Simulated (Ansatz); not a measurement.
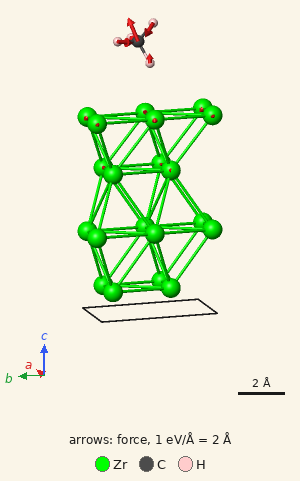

Starting geometry of a slab of composition Zr$_{16}$H$_{4}$C (cut from the P6_3/mmc phase) with the computed forces as red arrows. A ball-and-stick model of the cell of the calculation, outlined in the plane, without the vacuum (origin shifted), seen from a free direction.

Case: 1 CH4 a cell, flat, over a bridge Zr-Zr site. The slab is the (0 0 1) face of Zr with CH4 on it. 8 atoms are held fixed.

All numbers below come from DFT PBE, scalar-relativistic, plane waves, PAW in Ansatz.

Input file:
```yaml
crystal:
  lattice:
    - [6.4672522316, 0.0, 0.0]
    - [-3.2336261158, 5.6008047253, 0.0]
    - [0.0, 0.0, 27.5559408194]
  atoms:
    - { symbol: Zr, position: [0.3333333333, 0.1666666667, 0.2903185216] }
    - { symbol: Zr, position: [0.3333333333, 0.6666666667, 0.2903185216] }
    - { symbol: Zr, position: [0.8333333333, 0.1666666667, 0.2903185216] }
    - { symbol: Zr, position: [0.8333333333, 0.6666666667, 0.2903185216] }
    - { symbol: Zr, position: [0.1666666667, 0.3333333333, 0.3840822206] }
    - { symbol: Zr, position: [0.1666666667, 0.8333333333, 0.3840822206] }
    - { symbol: Zr, position: [0.6666666667, 0.3333333333, 0.3840822206] }
    - { symbol: Zr, position: [0.6666666667, 0.8333333333, 0.3840822206] }
    - { symbol: Zr, position: [0.3333333333, 0.1666666667, 0.4806916437] }
    - { symbol: Zr, position: [0.3333333333, 0.6666666667, 0.4806916437] }
    - { symbol: Zr, position: [0.8333333333, 0.1666666667, 0.4806916437] }
    - { symbol: Zr, position: [0.8333333333, 0.6666666667, 0.4806916437] }
    - { symbol: Zr, position: [0.1666666667, 0.3333333333, 0.5689143911] }
    - { symbol: Zr, position: [0.1666666667, 0.8333333333, 0.5689143911] }
    - { symbol: Zr, position: [0.6666666667, 0.3333333333, 0.5689143911] }
    - { symbol: Zr, position: [0.6666666667, 0.8333333333, 0.5689143911] }
    - { symbol: C, position: [0.4999358504, 0.922666825, 0.6893312559] }
    - { symbol: H, position: [0.6834884252, 0.9506356706, 0.6915304187] }
    - { symbol: H, position: [0.392079597, 0.8090125652, 0.7200505845] }
    - { symbol: H, position: [0.5075087127, 1.0976857308, 0.6911820365] }
    - { symbol: H, position: [0.4166666667, 0.8333333333, 0.654558355] }
basis:
  ecutwfc: 420
kpoints:
  mp_grid: { grid: [4, 4, 1] }
hamiltonian:
  xc: pbe
scf:
  occupations: { method: gaussian, width: 0.1 }
output:
  forces: true
  eigenvalues: true
  write_density: true
  write_potential: true
  elf: true
  volumetric_format: npy
relax:
  adjacent_minimum: "off"
  f_tol: 0.04
  max_steps: 100
  constraints: [{ sites: [0, 1, 2, 3, 4, 5, 6, 7] }]
efield:
  axis: 3
  dipole_correction: true
  ramp_width: 0.04
```

Command:
```bash
ansatz run input.yaml --threads 4 --pin off --max-ram 10240MiB --backend cpu --events-out ev --progress --plain --runs-dir out
```

**What follows when this structure is relaxed?**

It isn't relaxed: the largest force vector, on C17, is 0.58 eV/Å. The final displacements have little in common with the starting forces (cosine between the two patterns 0.18). Over 9 geometry steps the energy falls by 0.147 eV per cell of the calculation. The largest force component goes from 0.53 to 0.016 eV/Å. H21 moves most: 1.54 Å at 16° to the normal (+c side). By element the largest moves are H 1.54 Å, C 1.26 Å, Zr 0.01 Å. The cell doesn't change. Some distances before and after: C17–H18 1.109 → 1.095 Å, Zr5–Zr10 3.252 → 3.256 Å.

Limits of the set-up: the periodic images lie only 6.5 Å apart, so the values are limited by the cell's size.
